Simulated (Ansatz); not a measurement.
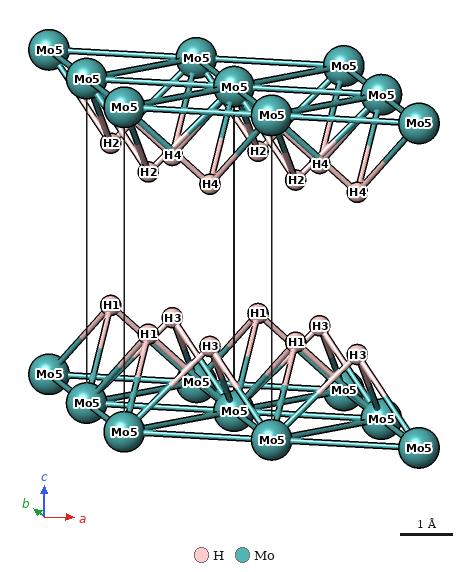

Solid MoH4 (a generated structure, set up in P6/mmm) (coarse preliminary run), before the relaxation. The picture is a ball-and-stick view of the cell of the calculation, repeated 2 × 2 × 1 with one cell outlined, seen slightly off an axis.

All numbers below come from DFT PBE, scalar-relativistic, plane waves, PAW in Ansatz.

The input:
```yaml
crystal:
  lattice:
    - [2.96962025, 0.0, 0.0]
    - [-1.48481013, 2.57176658, 0.0]
    - [0.0, 0.0, 6.41437975]
  atoms:
    - { symbol: H, position: [0.33333333, 0.66666667, 0.25] }
    - { symbol: H, position: [0.33333333, 0.66666667, 0.75] }
    - { symbol: H, position: [0.66666667, 0.33333333, 0.25] }
    - { symbol: H, position: [0.66666667, 0.33333333, 0.75] }
    - { symbol: Mo, position: [0.0, 0.0, 0.0] }
basis:
  ecutwfc: 420
kpoints:
  mp_grid: { grid: [6, 6, 4] }
hamiltonian:
  xc: pbe
scf:
  occupations: { method: gaussian, width: 0.1 }
  lower_state_search: "off"
output:
  forces: true
  stress: true
  eigenvalues: true
relax:
  adjacent_minimum: "off"
  f_tol: 0.04
  max_steps: 70
  cell: { stress_tol: 0.4 }
```

Command:
```bash
ansatz run input.yaml --threads 1 --pin off --max-ram 2048MiB --backend cpu --events-out ev --progress --plain --runs-dir out
```

Predict the outcome.

Answer. Over 5 accepted moves (6 points after the start) the energy falls by 413 meV per atom. The largest force component goes from 1.6 to 0.00046 eV/Å. Pressure: −23.89 GPa at the start and −0.19 GPa at the end. At 1 point the geometry stayed and the basis and grid were re-selected for the new cell (energy shift of 1.4 meV per atom at most each time). The largest moves relative to the cell, 0.28 Å, are those of H1, H2, H3 and H4. H4 goes along +c. Mo stays in place. The volume changes by −18.1 %, with a = b 2.970 → 2.851 Å (−4.0 %), c 6.414 → 5.697 Å (−11.2 %). Among the contacts that change: H1–Mo5 2.348 → 2.003 Å, Mo5–Mo5 2.970 → 2.851 Å. The space group stays P6/mmm (No. 191).

The structure at the end:

```
CELL_PARAMETERS angstrom
2.85098 0.00000 0.00000
-1.42549 2.46902 0.00000
0.00000 0.00000 5.69723
ATOMIC_POSITIONS crystal
H 0.33333 0.66667 0.20041
H 0.33333 0.66667 0.79959
H 0.66667 0.33333 0.20041
H 0.66667 0.33333 0.79959
Mo 0.00000 0.00000 0.00000
```

The end point in the same view:

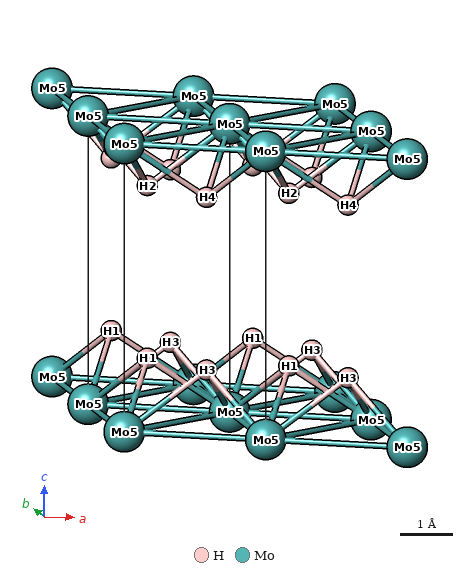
